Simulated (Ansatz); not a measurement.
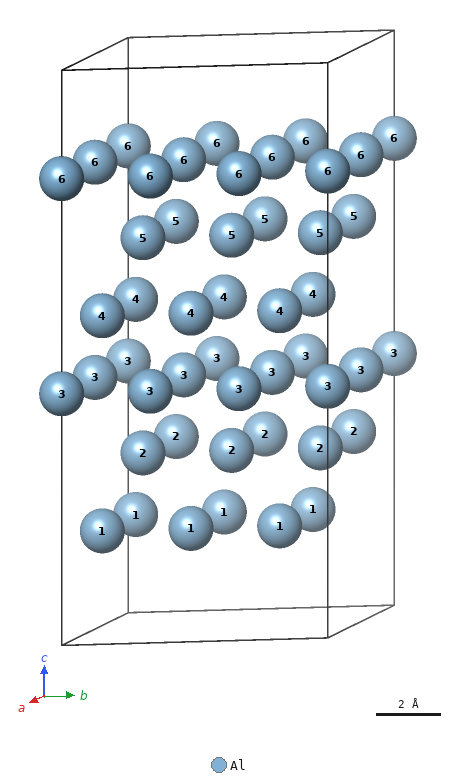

**Figure 1.** The structure (spheres-only view of the 2 × 3 repeat of the cell, with the vacuum cut short, seen slightly off an axis; atoms are numbered from 1 in the order of the input).

Al: single-point calculation

System: Al (slab, 6 atoms in the cell).
Method: DFT PBEsol, scalar-relativistic, plane waves, PAW, no spin polarisation (Ansatz 0.2.0).

The structure derives from an entry of the Crystallography Open Database. Figures and captions count atoms from 1; the log counts them from 0 in places.

Log
```
Engine: ansatz 0.2.0, aarch64-unknown-linux-gnu
Pseudopotentials: kind: paw
Pseudopotential: Al, paw, valence charge 3, recommended cutoff 420 eV (normal), Al.paw.azcp
Functional definition: PBEsol
  exchange = pbesol_x
  correlation = pbesol_c
Crystal: 6 atoms, lattice volume = 185.673 Å³
Basis set: ecut = 420 eV, 3653 PW (Γ), exchange–correlation on 40×40×360 points (8 copies of the dense FFT grid, shifted against one another)
Bands: 15, of which v1, the nominal top of the filled ones, is band 9 counted from 1 (8 counted from 0)
Symmetry: 6 space group operations
k-points: 19 of 144 (time reversal used)
Non-local potential: Al, projectors of the file, l = 0: 2, l = 1: 2, l = 2: 1
PAW form: soft (Blöchl's): semilocal exchange-correlation on the pseudo side does not see the compensation charge
PAW frozen core: Al, regenerated for the run's functional, and the local potential with it (the file was generated under x = pbe(κ = 0.804, μ = 0.2195149727645171), c = pbe(β = 0.06672455060314922))
PAW one-centre angular grid: Al, 110 points (default); XC on 64 Gauss nodes
Initial density: superposition of atomic densities (neutral atoms: chi_scale 0, normalization atom), corrected by the library's trained network
Initial wavefunctions: pseudopotential atomic-orbital guess
Functional: x = pbesol(κ = 0.804, μ = 0.12345679012345678), c = pbesol(β = 0.046)
SCF iter   1: F=—  HF=-3146.474920 eV  |F-HF|=—  |Δ(HF+E_count)|=         —  Δρ=1.67e-3  dr2=1.43e-1  ethr=1.77e-3  p=-0.000 e·Å  D=-7.99e-15 V/Å  ΔV_dip=0.00 eV  dr2_dipole=1.76e-6  V_vac-E_F(+/−)=4.16/4.16 eV  ⟨swp⟩=9.2  Hψ=2256  notcnv=0
efield: sawtooth ramp at fractional position 0.9500 (placed from the atoms, in the widest stretch of the axis that holds none; the zero of the levels goes with the place), width 0.1000; the density the first Hamiltonian is built on has a dipole p = -0.000 e·Å; the dipole correction subtracts the counter field D = -7.99e-15 V/Å, which shifts the + side's vacuum level by +0.00 eV against the − side's; the planar-averaged density in the ramp window peaks in size at 1.4e-4 e/Å³
preconditioner: auto → LDOS  [metal: Δε(μ)=0.004 eV  Ē_g=6.825 eV  σ=0.100 eV  W_gap=0.02  n_scr=14 (ndim 8)  ℏωp=11.6 eV  f_vac=0.386  D(μ)=3.79/eV (n_scr^D=16)  β→1.0]
SCF iter   2: F=—  HF=-3146.469978 eV  |F-HF|=—  |Δ(HF+E_count)|=   4.94e-3  Δρ=6.92e-4  dr2=4.32e-3  ethr=7.93e-4  p=0.000 e·Å  D=2.82e-5 V/Å  ΔV_dip=-0.00 eV  dr2_dipole=1.76e-6  V_vac-E_F(+/−)=4.10/4.10 eV  ⟨swp⟩=1.5  Hψ=466  notcnv=0  defer=11
SCF iter   3: F=—  HF=-3146.469666 eV  |F-HF|=—  |Δ(HF+E_count)|=   3.12e-4  Δρ=2.52e-4  dr2=2.19e-3  ethr=2.40e-5  p=0.000 e·Å  D=8.92e-6 V/Å  ΔV_dip=-0.00 eV  dr2_dipole=4.04e-7  V_vac-E_F(+/−)=4.15/4.15 eV  ⟨swp⟩=2.7  Hψ=436  notcnv=0  defer=11
SCF iter   4: F=—  HF=-3146.469595 eV  |F-HF|=—  |Δ(HF+E_count)|=   7.16e-5  Δρ=5.50e-5  dr2=2.36e-5  ethr=1.22e-5  p=-0.000 e·Å  D=-1.71e-5 V/Å  ΔV_dip=0.00 eV  dr2_dipole=9.21e-10  V_vac-E_F(+/−)=4.13/4.13 eV  ⟨swp⟩=1.5  Hψ=297  notcnv=0  defer=11
SCF iter   5: F=—  HF=-3146.469604 eV  |F-HF|=—  |Δ(HF+E_count)|=   9.35e-6  Δρ=1.38e-5  dr2=1.12e-6  ethr=1.31e-7  p=0.000 e·Å  D=1.85e-6 V/Å  ΔV_dip=-0.00 eV  dr2_dipole=1.66e-8  V_vac-E_F(+/−)=4.14/4.14 eV  ⟨swp⟩=2.3  Hψ=445  notcnv=0  defer=11
SCF iter   6: F=—  HF=-3146.469605 eV  |F-HF|=—  |Δ(HF+E_count)|=   4.61e-7  Δρ=4.58e-6  dr2=1.44e-7  ethr=5.56e-10  p=-0.000 e·Å  D=-2.89e-6 V/Å  ΔV_dip=0.00 eV  dr2_dipole=7.31e-10  V_vac-E_F(+/−)=4.14/4.14 eV  ⟨swp⟩=17.9  Hψ=2698  notcnv=0
SCF iter   7: F=-3146.469605 eV  HF=-3146.469605 eV  |F-HF|=1.73e-8  |Δ(HF+E_count)|=   2.16e-8  Δρ=1.29e-6  dr2=3.12e-8  ethr=5.56e-10  p=0.000 e·Å  D=3.52e-7 V/Å  ΔV_dip=-0.00 eV  dr2_dipole=3.27e-10  V_vac-E_F(+/−)=4.14/4.14 eV  ⟨swp⟩=10.5  Hψ=1952  notcnv=0
SCF 1 converged in 7 iterations: F = -3146.469605 eV  dr2 = 3.12e-8
  greatest PAW one-centre occupation: 0.467 electrons in one spin orbital (limit 2), on the Al atom at site 5 (counted from 0), in its partial waves of l = 0
WARN: The output density's exchange-correlation potential varies sharply where the density is thin. Do not read a vacuum level from v_tot or v_xc, or from such a field of the output density. On a cell that repeats whose density bears no net charge and no dipole along the vacuum's axis use v_es (v_loc + v_h of the components); under efield.dipole_correction with no amplitude use v_es + v_field, which holds any external_charges[].barrier, or the levels of the report's work_function block, which leave it out; under a non-zero efield.amplitude the vacuum is tilted and has no level; on a cell that repeats and bears such a dipole with no correction it is tilted too, and efield.dipole_correction with no amplitude gives each side of its ramp a level where efield: is served; in a cell that repeats whose density bears a net charge (total_charge, or a fill off its count) it is curved and has none; of a slab under crystal.periodic whose density bears no net charge use v_es, which has a level on each side, short of where the two are joined; of another it falls or rises all the way out and has none; of a slab beside external_charges read slab_vacuum_level instead, which it has where they leave it neutral. The grid or the basis barely resolves most such structure, and the values can differ between equally converged runs; as a rule a tighter scf.convergence.dr2_threshold does not remove it. Where the density itself ripples (under the LDA too) a higher basis.ecutwfc lessens it. The files hold the spikes' plane waves up to the density's cutoff. Files: v_tot_of_output_density and the like, and their columns of v_z.tsv (output.write_potential); v_xc_of_output_density and the like, and their columns of v_comp_z.tsv (output.write_potential_components). Measured: with its Gaussian average of σ = 0.25 Å subtracted twice, the exchange-correlation potential is over 0.1 eV at 6 of the grid points where the equally averaged density (valence and model cores) is under 1e-3 e/Å³, and 0.155 eV at the most among them, at an averaged density of 1.3e-8 e/Å³. The input density's (outcome.potential() and, of a run that writes arrays, v_tot and v_xc) is over 0.1 eV, so measured, at 16 points of its own thin density, 0.155 eV at the most. See output.write_potential in the manual, Limitations
SCF converged after 7 iterations
Free energy (F): -3146.469605 eV
Harris-Foulkes:  -3146.469605 eV  (|F-HF|=1.73e-8)
Internal energy: -3146.449031 eV  (E = F + TS)
E sigma→0 (E₀):  -3146.459318 eV
Entropy (-TS):   -0.020574 eV (-3.429 meV/atom)
Fermi energy:    2.253095 eV
Dipole field:    D = -0.000025 V/Å  (p = -0.000026 e·Å, saw-weighted, corrected)
Work function:   Φ+ = 4.1380 eV   Φ− = 4.1373 eV
Levels:          The Fermi level and band energies are counted from a zero that moves with the ramp; work functions are not
--- Per-component energies (eV) ---
  E_band       = -35.167751
  E_kinetic    = 134.865987
  E_local      = -4197.742951  (includes V_loc(G=0)·N_el)
  E_nonlocal   = 62.959669
  E_hartree    = 2079.673535
  E_xc         = -234.851026
  E_vxc        = -172.852523  (∫ρ·V_xc dr)
  E_paw        = -2728.286830  (= ΣΔE_a)
  E_vpaw       = -21.735175  (= ΣTr[D̂ρ^β])
  E_aug_tail   = -0.000015  (compensation charges beyond the density's cutoff)
  E_efield     = 0.000000  (sawtooth field / dipole correction)
  E_vefield    = 0.000000  (∫n·V_field dr)
  E_ewald      = 1736.817766
  E_core_change = 0.114834  (= ΣΔE_core)
  E_smearing   = -0.020574  (= −TS)
  E_closure    = -0.000000  (closes the sum)
  Σ components = -3146.469605   (vs F -3146.469605, Δ=0.00e0)
--- Forces (eV/Å), atoms counted from 1 ---
  atom   1  Al     0.00000000     0.00000000    -0.05700976
  atom   2  Al     0.00000000     0.00000000     0.11920924
  atom   3  Al    -0.00000000     0.00000000    -0.04083528
  atom   4  Al     0.00000000    -0.00000000     0.04083902
  atom   5  Al    -0.00000000    -0.00000000    -0.11921264
  atom   6  Al     0.00000000    -0.00000000     0.05701337
  max |Σ_I F_I| component: 3.95e-6 eV/Å
--- Stress (GPa, compression-positive) ---
       -0.794687       0.000000      -0.000000
       -0.000000      -0.794687      -0.000000
       -0.000000       0.000000      -0.064300
  P = ⅓ Tr σ = -0.5512 GPa (-5.512 kbar)
--- Band table (eV; the first three rows and the last of 19) ---
  k-point 0: bands = ["-8.7216", "-8.2315", "-7.4144", "-6.2825", "-4.8662", "-3.1626", "-1.4464", "0.6612", "2.7688", "4.6899", "5.8613", "6.7851", "6.9381", "8.8043", "8.8964"]
  k-point 1: bands = ["-8.5520", "-8.0624", "-7.2462", "-6.1153", "-4.7001", "-2.9965", "-1.2877", "0.8196", "2.9243", "4.8445", "6.0257", "6.9458", "7.0985", "8.9411", "9.0425"]
  k-point 2: bands = ["-8.0446", "-7.5565", "-6.7427", "-5.6151", "-4.2034", "-2.5008", "-0.8127", "1.2904", "3.3795", "5.2784", "6.4890", "7.2840", "7.5199", "7.7253", "8.0657"]
  k-point 18: bands = ["-0.8286", "-0.8286", "-0.8281", "-0.4156", "-0.4156", "-0.2708", "0.2296", "0.4499", "0.4499", "0.9756", "1.6646", "1.6646", "3.1801", "3.1801", "3.4318"]
```

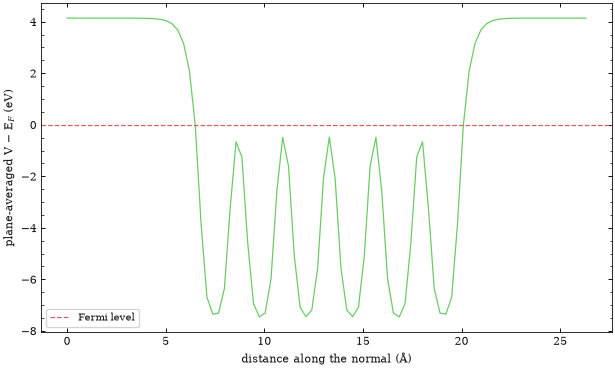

**Figure 2.** Plane average of the electrostatic potential energy of an electron across the cell, from the Fermi level. The vacuum level lies 4.14 eV above the Fermi level.

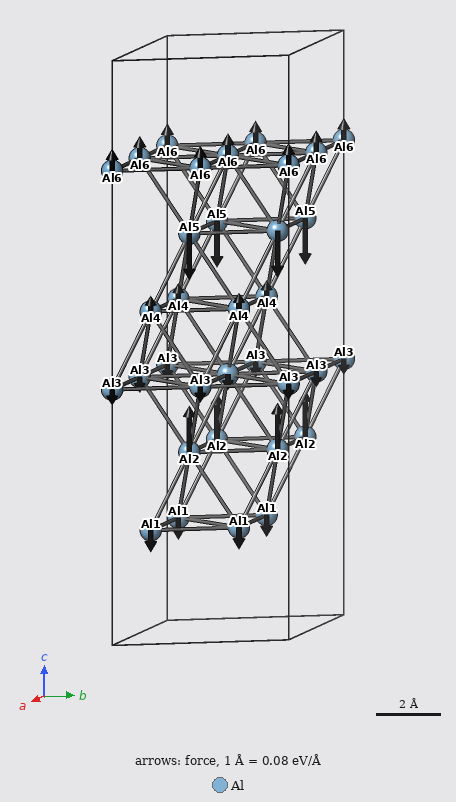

**Figure 3.** Forces on the atoms as black arrows (ball-and-stick view of the 2 × 2 repeat of the cell, with the vacuum cut short, seen slightly off an axis; atoms are numbered from 1 in the order of the input). The largest act on Al2, Al5 (0.12 eV/Å); Al1, Al6 (0.06 eV/Å); Al3, Al4 (0.04 eV/Å). The geometry is not a stationary point of this energy.

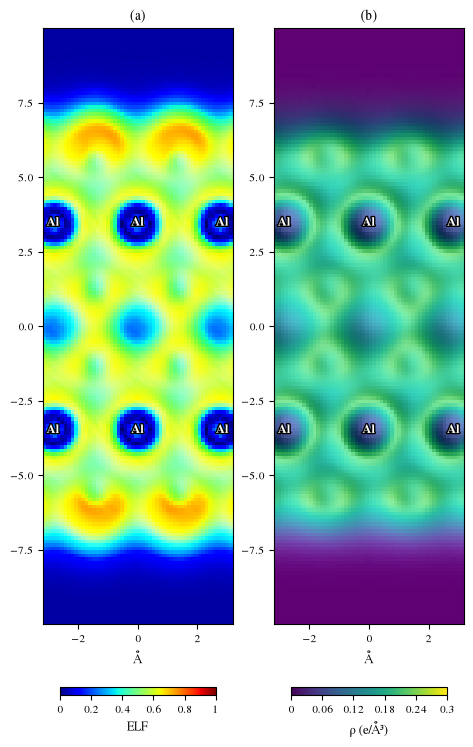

**Figure 4.** (a) electron localisation function; (b) valence charge density (pseudo) on the (100) plane of the calculation cell, a cut from vacuum to vacuum. The plane passes through Al nuclei. Al–Al (2.84 Å): ρ at the midpoint is about 0.2 e/Å³; the ELF is about 0.60 at the midpoint, as expected for metallic bonding. The density dies away to nearly zero in the vacuum. Core electrons are frozen (PAW), so the fields are smoothed inside the atomic spheres.

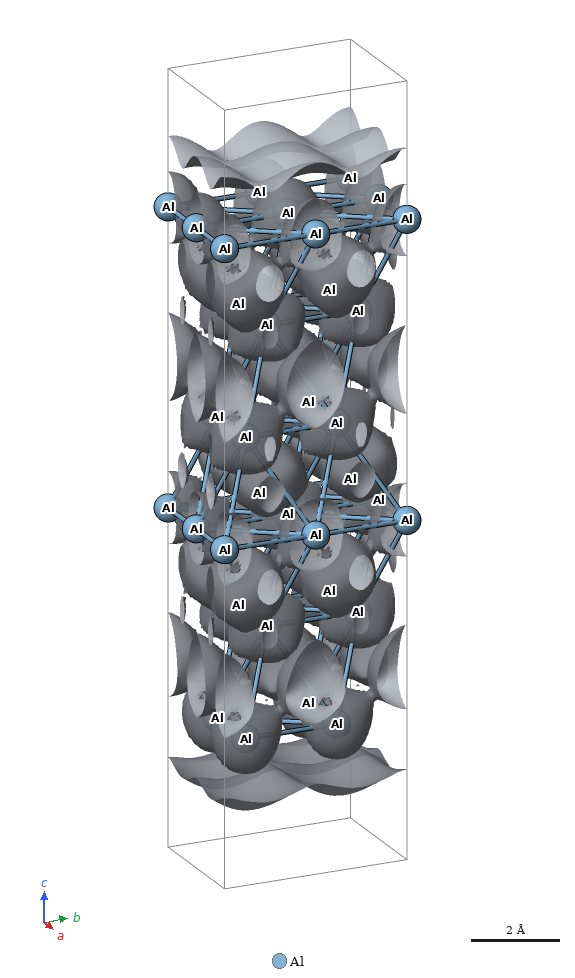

**Figure 5.** Isosurface of the ELF at 0.5 (grey), seen slightly off an axis. Core shells and regions of very low density are left out. Sticks mark near contacts. Counts are for one cell; the picture repeats the cell along the surface. Along the contacts the grid gives the following. Al–Al (2.84 Å): the ELF peaks at about 0.65 between the atoms.

The run was set up as follows.

Input
```yaml
crystal:
  lattice:
    - [2.8394492336, 0.0, 0.0]
    - [-1.4197246168, 2.459035169, 0.0]
    - [0.0, 0.0, 26.5920029547]
  atoms:
    - { symbol: Al, position: [0.6666666667, 0.3333333333, 0.2820396799] }
    - { symbol: Al, position: [0.3333333333, 0.6666666667, 0.3692238079] }
    - { symbol: Al, position: [0.0, 0.0, 0.456407936] }
    - { symbol: Al, position: [0.6666666667, 0.3333333333, 0.543592064] }
    - { symbol: Al, position: [0.3333333333, 0.6666666667, 0.6307761921] }
    - { symbol: Al, position: [0.0, 0.0, 0.7179603201] }
basis:
  ecutwfc: 420
kpoints:
  mp_grid: { grid: [12, 12, 1] }
hamiltonian:
  xc: pbesol
scf:
  occupations: { method: gaussian, width: 0.1 }
output:
  forces: true
  stress: true
  eigenvalues: true
  write_density: true
  write_potential: true
  elf: true
  volumetric_format: npy
efield:
  axis: 3
  dipole_correction: true
```

Launched with:
```bash
ansatz run input.yaml --threads 1 --pin off --max-ram 2560MiB --backend cpu --events-out ev --progress --plain --runs-dir out
```

Results in brief

- outcome: converged
- electrons treated: 18
- free energy: −3146.4696 eV
- work function, top face: 4.14 eV
- work function, bottom face: 4.14 eV
- Fermi energy: 2.253 eV
- gap on the k-point mesh: none (metallic)
- work function (upper face): 4.14 eV
- largest force (length of the vector): 0.119 eV/Å
- hardware: 1 thread of Arm Neoverse V1, 24 GiB of memory available, shared host
- wall time: 7.7 s
- peak memory: 0.34 GiB

The program warns: the exchange-correlation potential is rough where the density is thin.
